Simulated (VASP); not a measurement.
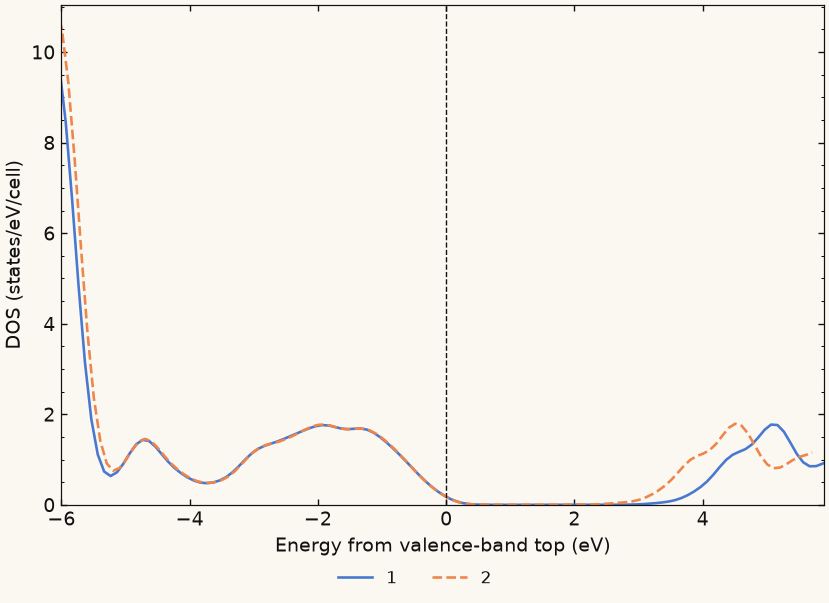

Total densities of states of zincblende ZnS, space group F-43m (No. 216), 2 atoms in the primitive cell (cubic a = 5.361 Å), by two methods on the same cell. The DOS curves are built from the levels of the k mesh with Gaussians 0.55 eV wide, which also blur the band edges; ripples of that width can come from the mesh. Each is counted from its own valence-band top.

Which curve is which? The methods: r2SCAN, PBEsol.

Answer. 1 is r2SCAN; 2 is PBEsol. r2SCAN gives a gap of 2.79 eV and PBEsol gives a gap of 2.08 eV.

Settings. r2SCAN: VASP PAW PBE potentials, release 64 (Zn, S), no spin polarisation, no spin-orbit coupling, 10×10×10 k mesh, 520 eV cutoff, Gaussian smearing of 0.02 eV (VASP). PBEsol: VASP PAW PBE potentials, release 64 (Zn, S), no spin polarisation, no spin-orbit coupling, 10×10×10 k mesh, 520 eV cutoff, Gaussian smearing of 0.02 eV (VASP).

Gaps are the smallest over all k points computed. The PAW data sets were made with another functional. LDA, GGA and most meta-GGA functionals understate gaps. The cell was derived from a database entry in an earlier step, so it needn't be the measured one.
